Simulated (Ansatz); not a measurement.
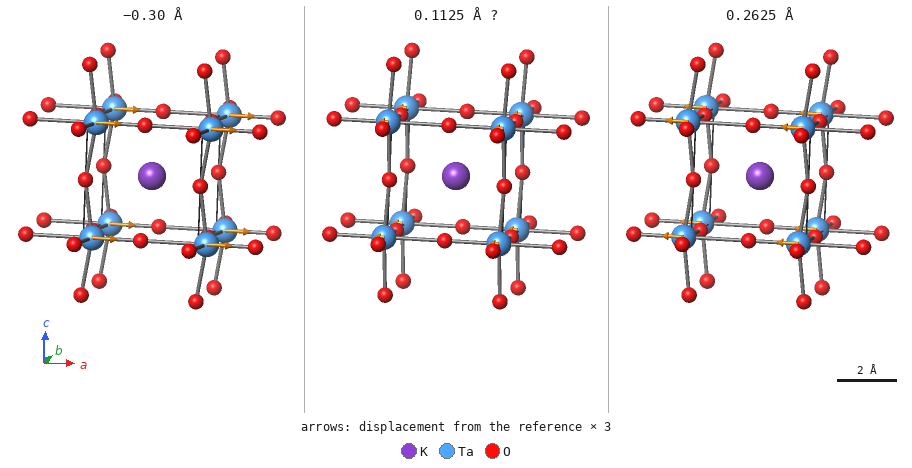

A scan of a crystal of KTaO3 (Pm-3m): the whole Ta sublattice is shifted rigidly, towards the nearest copy of atom 3 (O) at 1.994 Å, all else fixed. The picture is a ball-and-stick view of the cell of the calculation, seen along the b axis, with a slight tilt. Orange arrows: displacements from the reference.

All numbers below come from DFT r2SCAN, scalar-relativistic, plane waves, PAW in Ansatz 0.2.0. Settings: plane-wave cutoff 500 eV; k-point mesh 6 × 6 × 6; occupations gaussian; smearing width 0.05 eV; no spin polarisation. Energies (free energies at the smearing named) are counted from the cell as listed in its source, which wasn't relaxed.

```json
{"displacement (Å)": "−0.3000", "E − E(ref) (meV/cell)": "592"}
{"displacement (Å)": "−0.1500", "E − E(ref) (meV/cell)": "54"}
{"displacement (Å)": "0.0000", "E − E(ref) (meV/cell)": "0"}
{"displacement (Å)": "0.0375", "E − E(ref) (meV/cell)": "1"}
{"displacement (Å)": "0.0750", "E − E(ref) (meV/cell)": "6"}
{"displacement (Å)": "0.1125", "E − E(ref) (meV/cell)": "?"}
{"displacement (Å)": "0.1875", "E − E(ref) (meV/cell)": "115"}
{"displacement (Å)": "0.2250", "E − E(ref) (meV/cell)": "216"}
{"displacement (Å)": "0.2625", "E − E(ref) (meV/cell)": "370"}
```

> Fill in the missing row.

A straight line between the two neighbours gives 42 meV/cell. A cubic through the four nearest rows (0.0375, 0.0750, 0.1875, 0.2250) gives, with Lagrange weights, (−0.3000)(1) + (1.0000)(6) + (0.5000)(115) + (−0.2000)(216) = 20 meV/cell. The calculation gives 21 meV/cell, so the cubic is 1 meV/cell too low and the straight line 21 meV/cell too high, as the curve bends upwards here.

The whole profile:

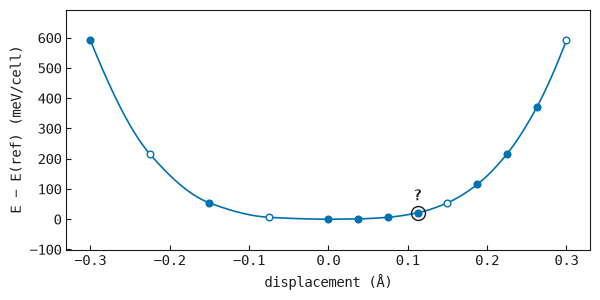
